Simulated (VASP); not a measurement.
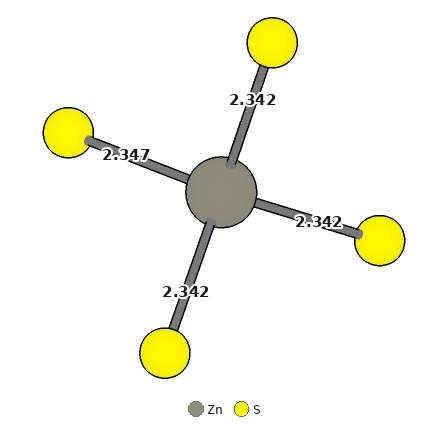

The surroundings of site Zn1 (at 0.667, 0.333, 0.750) in ZnS (P6_3mc), with bond lengths in Å.

Origin of the cell: an entry of the Crystallography Open Database, as set up for an electronic-structure calculation.

```yaml
crystal:
  lattice:
    - [3.82270, 0.00000, 0.00000]
    - [-1.91135, 3.31056, 0.00000]
    - [0.00000, 0.00000, 12.52000]
  atoms:
    - { symbol: Zn, position: [0.66667, 0.33333, 0.75000] }
    - { symbol: Zn, position: [0.33333, 0.66667, 0.25000] }
    - { symbol: Zn, position: [0.00000, 0.00000, 0.50000] }
    - { symbol: Zn, position: [0.00000, 0.00000, 0.00000] }
    - { symbol: S, position: [0.66667, 0.33333, 0.93750] }
    - { symbol: S, position: [0.33333, 0.66667, 0.43750] }
    - { symbol: S, position: [0.00000, 0.00000, 0.68750] }
    - { symbol: S, position: [0.00000, 0.00000, 0.18750] }
```

Bond valence s = exp((R0 − d)/b), R0 fitted to published crystal structures with b = 0.37 Å; R0 in Å: Zn2+–S 2.088.

Question: Calculate the bond-valence sum of Zn1 from the bonds drawn.

Answer: 3 × 0.503 + 1 × 0.497 = 2.01 v.u., against a formal valence of 2: a close match.

Question: And over the whole structure?

Answer:
```json
{"site": "Zn1", "x, y, z": "0.667, 0.333, 0.750", "formal valence": "+2", "bond-valence sum": "2.03", "difference": "0.03"}
{"site": "Zn2", "x, y, z": "0.000, 0.000, 0.500", "formal valence": "+2", "bond-valence sum": "2.03", "difference": "0.03"}
{"site": "S1", "x, y, z": "0.667, 0.333, 0.938", "formal valence": "−2", "bond-valence sum": "2.03", "difference": "0.03"}
{"site": "S2", "x, y, z": "0.000, 0.000, 0.688", "formal valence": "−2", "bond-valence sum": "2.03", "difference": "0.03"}
```

These sums include all anions within 5 Å. The global instability index (root mean square of the differences over all atoms) is 0.03 v.u.: little strain. The cell was not relaxed for this table, and a volume that is off by a few per cent shifts all sums together.
